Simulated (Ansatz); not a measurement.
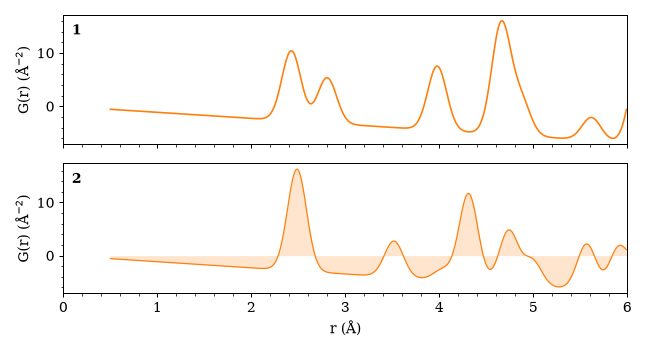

Simulated neutron pair distribution function, G(r) = R(r)/r − 4πρ₀r, summed over the atomic distances of the structure with each pair weighted by the product of the tabulated coherent neutron scattering lengths (natural isotope mix where the element has one); every distance is a Gaussian of σ = 0.10 Å. No termination ripples are included.

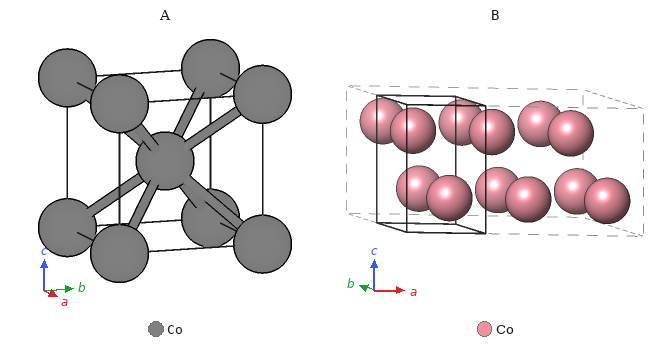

Candidate polymorphs:

A. Co, a = 2.811 Å, b = 2.811 Å, c = 2.811 Å, α = 90.00°, β = 90.00°, γ = 90.00°, Im-3m

B. Co, a = 2.496 Å, b = 2.496 Å, c = 4.035 Å, α = 90.00°, β = 90.00°, γ = 120.00°, P6_3/mmc

Origins: A, the input geometry of an electronic-structure calculation (not necessarily at equilibrium); the starting structure was generated, so it need not be a known form of this composition; B, the end point of a relaxation at fixed volume with DFT PBE, spin-orbit coupling, plane waves, PAW in Ansatz.

Question: Match each curve to its structure.

Answer: curve 1 is A (Co, first clear peaks at 2.43 Å (Co–Co) and 2.81 Å (Co–Co)); curve 2 is B (Co, first clear peaks at 2.49 Å (Co–Co) and 3.52 Å (Co–Co)).
